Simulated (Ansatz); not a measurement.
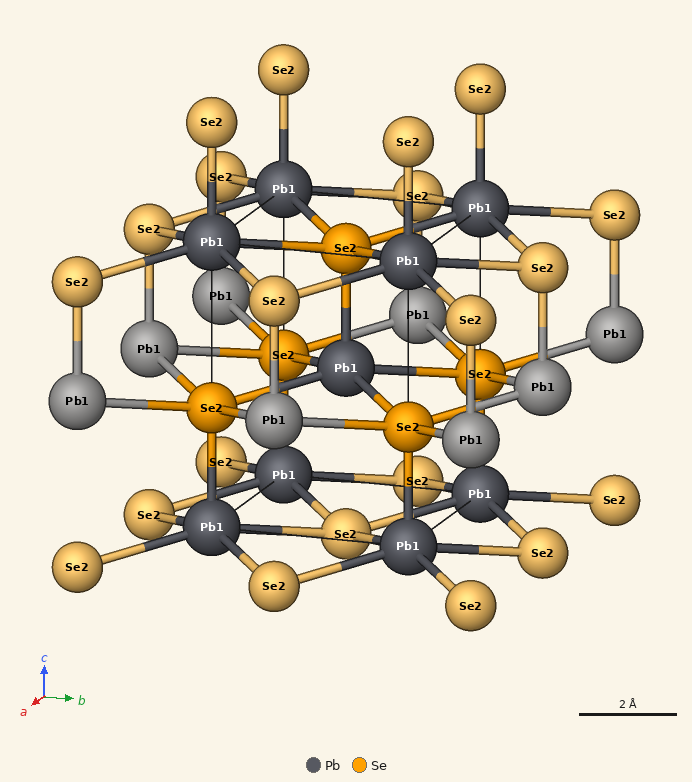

**Figure 1.** The structure as given in the input (ball-and-stick view of the cell 2 times as large as that of the calculation, set on its symmetry axes, seen slightly off an axis; neighbours outside the cell are drawn fainter; atoms are numbered from 1 in the order of the input). An atom can appear more than once, as a periodic image. Near neighbours in the periodic cell (some may lie outside the picture): Pb has 5 Se at 2.56 to 3.10 Å; Se has 5 Pb at 2.56 to 3.10 Å.

# Two runs on PbSe

System: PbSe (I4mm, 2 atoms in the cell).
Method of run A: DFT r2SCAN, scalar-relativistic, plane waves, PAW, no spin polarisation (Ansatz 0.2.0).

The structure derives from an entry of the Crystallography Open Database. Text and figures count atoms from 1; the logs count them from 0 in places.

**Input file, run A**
```yaml
crystal:
  lattice:
    - [0.0, 3.06215, 3.06215]
    - [3.06215, 0.0, 3.06215]
    - [3.06215, 3.06215, 0.0]
  atoms:
    - { symbol: Pb, position: [0.0, 0.0, 0.0] }
    - { symbol: Se, position: [0.5816419836, 0.5816419836, 0.4183580164] }
basis:
  ecutwfc: 500
kpoints:
  mp_grid: { grid: [10, 10, 10] }
hamiltonian:
  xc: r2scan
scf:
  occupations: { method: gaussian, width: 0.05 }
output:
  forces: true
  stress: true
  eigenvalues: true
```

Command:
```bash
ansatz run input.yaml --threads 1 --pin off --max-ram 2560MiB --backend cpu --events-out ev --progress --plain --runs-dir out
```

Hardware: 1 thread of Oxide Virtual Turin-like (Zen 5), 32 GiB of memory available, shared host.

**Output, shortened to warnings, some set-up lines, iterations and results (run A)**
```
Basis set: ecut = 500 eV, 1459 PW (Γ), exchange–correlation on 128×128×128 points (64 copies of the dense FFT grid, shifted against one another)
Symmetry: 8 space group operations
k-points: 102 of 1000 (time reversal used)
Initial density: superposition of atomic densities (neutral atoms: chi_scale 0, normalization atom), corrected by the library's trained network
[...]
SCF iter   1: F=—  HF=-17400.062955 eV  |F-HF|=—  |Δ(HF+E_count)|=         —  Δρ=5.75e-3  dr2=1.70e-2  dr2_τ=6.12e-3  ethr=1.77e-3  ⟨swp⟩=6.2  Hψ=9831  notcnv=0
SCF iter   2: F=—  HF=-17400.068334 eV  |F-HF|=—  |Δ(HF+E_count)|=   5.38e-3  Δρ=1.53e-3  dr2=8.30e-4  dr2_τ=1.70e-4  ethr=5.68e-5  ⟨swp⟩=2.0  Hψ=4184  notcnv=0
SCF iter   3: F=—  HF=-17400.068585 eV  |F-HF|=—  |Δ(HF+E_count)|=   2.51e-4  Δρ=5.66e-4  dr2=1.45e-4  dr2_τ=5.31e-6  ethr=2.77e-6  ⟨swp⟩=2.0  Hψ=3364  notcnv=0
SCF iter   4: F=—  HF=-17400.068631 eV  |F-HF|=—  |Δ(HF+E_count)|=   4.57e-5  Δρ=2.06e-4  dr2=2.33e-5  dr2_τ=1.63e-6  ethr=4.83e-7  ⟨swp⟩=2.0  Hψ=2488  notcnv=0
SCF iter   5: F=—  HF=-17400.068628 eV  |F-HF|=—  |Δ(HF+E_count)|=   2.05e-6  Δρ=4.52e-5  dr2=9.91e-7  dr2_τ=6.21e-8  ethr=7.78e-8  ⟨swp⟩=3.0  Hψ=3452  notcnv=0
SCF iter   6: F=-17400.068629 eV  HF=-17400.068629 eV  |F-HF|=4.50e-8  |Δ(HF+E_count)|=   1.98e-7  Δρ=1.39e-5  dr2=5.17e-8  dr2_τ=3.25e-9  ethr=3.33e-10  ⟨swp⟩=7.4  Hψ=9491  …
SCF 1 converged in 6 iterations: F = -17400.068629 eV  dr2 = 5.17e-8
SCF converged after 6 iterations
Free energy (F): -17400.068629 eV
Harris-Foulkes:  -17400.068629 eV  (|F-HF|=4.50e-8)
Internal energy: -17400.068629 eV  (E = F + TS)
E sigma→0 (E₀):  -17400.068629 eV
Fermi energy:    9.265317 eV
--- Per-component energies (eV) ---
  E_band       = -449.105386
  E_kinetic    = 408.326052
  E_local      = -3596.578442  (includes V_loc(G=0)·N_el)
  E_nonlocal   = -244.856615
  E_hartree    = 1676.963866
  E_xc         = -308.104862
  E_vxc        = -252.706323  (∫ρ·V_xc dr)
  E_paw        = -12356.717505  (= ΣΔE_a)
  E_vpaw       = -132.993345  (= ΣTr[D̂ρ^β])
  E_aug_tail   = -0.000185  (compensation charges beyond the density's cutoff)
  E_vtau       = 15.776555  (kinetic-family band-sum trace: ∫τ·v_τ [+ j·A + Jᵃ·Aᵃ] dr)
  E_ewald      = -2978.301670
  E_core_change = -0.799268  (= ΣΔE_core)
  E_smearing   = -0.000000  (= −TS)
  E_closure    = -0.000000  (closes the sum)
  Σ components = -17400.068629   (vs F -17400.068629, Δ=0.00e0)
--- Forces (eV/Å), atoms counted from 1 ---
  atom   1  Pb    -0.00000000     0.00000000     1.78554831
  atom   2  Se     0.00000000     0.00000000    -1.78573723
  max |Σ_I F_I| component: 1.89e-4 eV/Å
--- Stress (GPa, compression-positive) ---
        1.814987       0.000000       0.000000
        0.000000       1.814987       0.000000
        0.000000      -0.000000      13.738786
  P = ⅓ Tr σ = 5.7896 GPa (57.896 kbar)
```

Run B used a changed input.

**The two runs side by side**

| quantity | run A | run B |
| --- | --- | --- |
| outcome | converged | converged |
| free energy per atom (eV) | −8700.0343 | −8700.1493 |
| gap on the mesh (eV) | 1.55 | 0.97 |
| pressure (GPa) | 5.79 | 2.38 |
| largest force (eV/Å) | 1.786 | 0.326 |
| SCF iterations | 6 | 6 |
| irreducible k-points | 102 | 102 |
| plane waves at Γ | 1459 | 1459 |
| wall time (shared host) | 12 s | 15 s |

Which change of the input explains these differences?

The change (lines with − go, lines with + come):
```diff
-    - { symbol: Se, position: [0.5816419836, 0.5816419836, 0.4183580164] }
+    - { symbol: Se, position: [0.5408209918, 0.5408209918, 0.4591790082] }
```

With the same functional and potentials, run B lies 115.0 meV per atom lower. The gap on the mesh goes from 1.55 to 0.97 eV. The pressure goes from 5.79 to 2.38 GPa. The largest force goes from 1.786 to 0.326 eV/Å. The number of SCF iterations is the same.

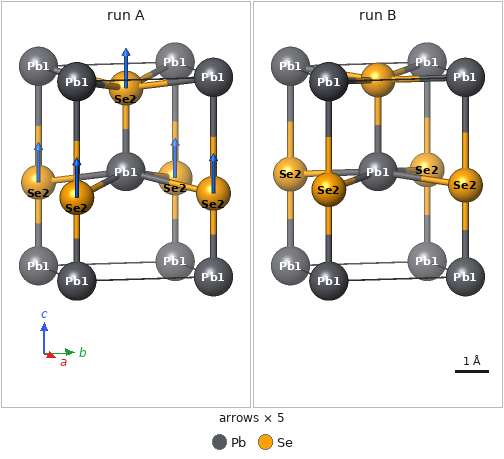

**Figure 2.** The two input geometries at one scale (ball-and-stick view of the cell 2 times as large as that of the calculation, set on its symmetry axes, seen slightly off an axis). The blue arrows on the first give the shifts of the atoms relative to the cell, magnified 5 times. Se2 moves most: 0.25 Å. Pb stays in place. The cell doesn't change. Among the contacts that change: Pb1–Se2 2.562 → 2.812 Å.

**Output, shortened to warnings, some set-up lines, iterations and results (run B)**
```
Basis set: ecut = 500 eV, 1459 PW (Γ), exchange–correlation on 128×128×128 points (64 copies of the dense FFT grid, shifted against one another)
Symmetry: 8 space group operations
k-points: 102 of 1000 (time reversal used)
Initial density: superposition of atomic densities (neutral atoms: chi_scale 0, normalization atom), corrected by the library's trained network
[...]
SCF iter   1: F=—  HF=-17400.297282 eV  |F-HF|=—  |Δ(HF+E_count)|=         —  Δρ=6.05e-3  dr2=2.21e-2  dr2_τ=3.96e-3  ethr=1.77e-3  ⟨swp⟩=6.1  Hψ=9760  notcnv=0
SCF iter   2: F=—  HF=-17400.298398 eV  |F-HF|=—  |Δ(HF+E_count)|=   1.12e-3  Δρ=1.65e-3  dr2=1.00e-3  dr2_τ=2.44e-4  ethr=7.38e-5  ⟨swp⟩=2.0  Hψ=4182  notcnv=0
SCF iter   3: F=—  HF=-17400.298599 eV  |F-HF|=—  |Δ(HF+E_count)|=   2.01e-4  Δρ=6.48e-4  dr2=2.46e-4  dr2_τ=8.96e-6  ethr=3.34e-6  ⟨swp⟩=2.0  Hψ=3448  notcnv=0
SCF iter   4: F=—  HF=-17400.298626 eV  |F-HF|=—  |Δ(HF+E_count)|=   2.72e-5  Δρ=2.57e-4  dr2=2.56e-5  dr2_τ=1.88e-6  ethr=8.20e-7  ⟨swp⟩=2.0  Hψ=2427  notcnv=0
SCF iter   5: F=—  HF=-17400.298632 eV  |F-HF|=—  |Δ(HF+E_count)|=   6.23e-6  Δρ=4.66e-5  dr2=7.17e-7  dr2_τ=3.62e-8  ethr=8.52e-8  ⟨swp⟩=3.0  Hψ=2966  notcnv=0
SCF iter   6: F=-17400.298633 eV  HF=-17400.298633 eV  |F-HF|=3.65e-8  |Δ(HF+E_count)|=   2.56e-7  Δρ=1.50e-5  dr2=6.27e-8  dr2_τ=2.83e-9  ethr=3.33e-10  ⟨swp⟩=7.0  Hψ=9662  …
SCF 1 converged in 6 iterations: F = -17400.298633 eV  dr2 = 6.27e-8
SCF converged after 6 iterations
Free energy (F): -17400.298633 eV
Harris-Foulkes:  -17400.298633 eV  (|F-HF|=3.65e-8)
Internal energy: -17400.298633 eV  (E = F + TS)
E sigma→0 (E₀):  -17400.298633 eV
Fermi energy:    9.172370 eV
--- Per-component energies (eV) ---
  E_band       = -447.427335
  E_kinetic    = 406.539775
  E_local      = -3548.529545  (includes V_loc(G=0)·N_el)
  E_nonlocal   = -244.776418
  E_hartree    = 1654.009387
  E_xc         = -307.724026
  E_vxc        = -252.067375  (∫ρ·V_xc dr)
  E_paw        = -12356.295500  (= ΣΔE_a)
  E_vpaw       = -132.304682  (= ΣTr[D̂ρ^β])
  E_aug_tail   = -0.000184  (compensation charges beyond the density's cutoff)
  E_vtau       = 15.694708  (kinetic-family band-sum trace: ∫τ·v_τ [+ j·A + Jᵃ·Aᵃ] dr)
  E_ewald      = -3002.722854
  E_core_change = -0.799268  (= ΣΔE_core)
  E_smearing   = -0.000000  (= −TS)
  E_closure    = 0.000000  (closes the sum)
  Σ components = -17400.298633   (vs F -17400.298633, Δ=0.00e0)
--- Forces (eV/Å), atoms counted from 1 ---
  atom   1  Pb    -0.00000000     0.00000000     0.32536621
  atom   2  Se     0.00000000     0.00000000    -0.32553079
  max |Σ_I F_I| component: 1.65e-4 eV/Å
--- Stress (GPa, compression-positive) ---
        1.522237       0.000000       0.000000
        0.000000       1.522237       0.000000
        0.000000       0.000000       4.096465
  P = ⅓ Tr σ = 2.3803 GPa (23.803 kbar)
```

For both runs: Spin–orbit coupling is left out, which matters for Pb.
